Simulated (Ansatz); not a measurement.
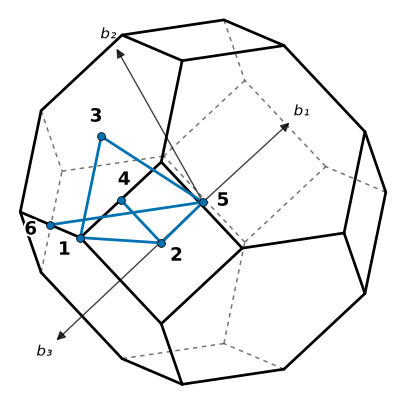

The first Brillouin zone of a face-centred cubic lattice (cF; extended symbol cF2) is drawn with its special points numbered. Crystal: Ga, the input geometry of an electronic-structure calculation (not necessarily at equilibrium); the starting structure was generated, so it need not be a known form of this composition. The drawing is computed from the coordinates (standard cell, symmetry found to 0.002 Å).

a = 4.234 Å, b = 4.234 Å, c = 4.234 Å, α = 90.00°, β = 90.00°, γ = 90.00°.

Labels and path follow the convention of Hinuma et al. (2017), as computed by seekpath; the arrows show the directions of the reciprocal primitive vectors b₁, b₂, b₃, in which coordinates are given.

Q: Give the label and coordinates of each numbered point.

A:
```tsv
no.	label	coordinates
1	W	(1/2, 1/4, 3/4)
2	X	(1/2, 0, 1/2)
3	L	(1/2, 1/2, 1/2)
4	U	(5/8, 1/4, 5/8)
5	Γ	(0, 0, 0)
6	K	(3/8, 3/8, 3/4)
```
